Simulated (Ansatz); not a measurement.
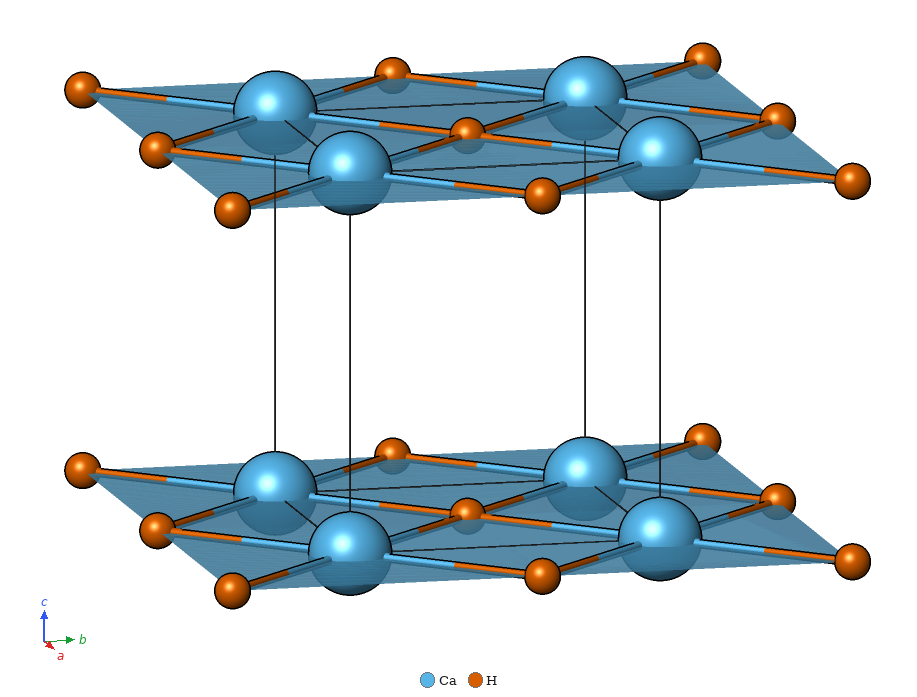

Shown here is a polyhedral view of the crystal, taken slightly off an axis. The wireframe shows the conventional unit cell. Some neighbours outside the box are added. Cell: a = 3.30 Å, b = 3.30 Å, c = 4.02 Å, α = 90.00°, β = 90.00°, γ = 90.00°.

The structure comes from a random cell made by a generator, so it need not be a real form of the compound. Earlier steps of the study may have refined or changed the cell and positions. A calculation with Ansatz used it as input.

### Describe the crystal.

The solid is CaH. Space group P4/mmm (No. 123), lattice primitive tetragonal. In the cell are 1 Ca, 1 H, which makes 1 formula unit. The polyhedra are CaH4 squares; they share corners and edges. Each Ca has four H in a square planar arrangement at about 2.3 Å. Around each H lie four Ca in a square planar arrangement at about 2.3 Å. The bonds build CaH layers parallel to (001).

The numbers come from Ansatz, DFT PBE, scalar-relativistic, plane waves, PAW, using 420 eV cutoff, a 16×16×14 k-point grid, Gaussian smearing of 0.1 eV, no spin polarisation.

### Is it conducting or gapped at this level?

A metal: bands cross the Fermi level.

### What are the atomic charges by Bader's partition?

Ca +0.94 e; H -0.94 e.

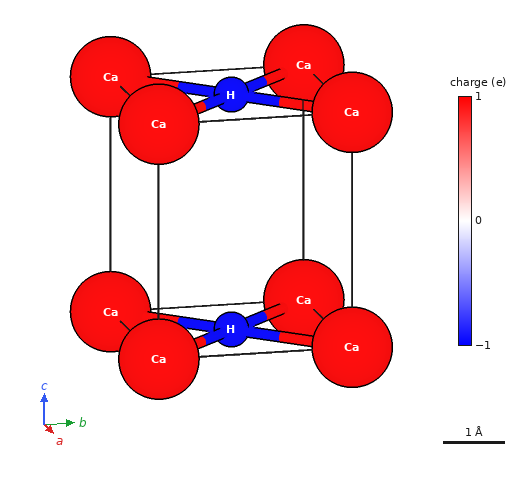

The atoms coloured by those charges. The run's cell of 2 atoms is drawn.

### Is this an equilibrium geometry for the method given?

Yes. All forces vanish to within 0.01 eV/Å. The pressure is 0.0 GPa, close to zero.
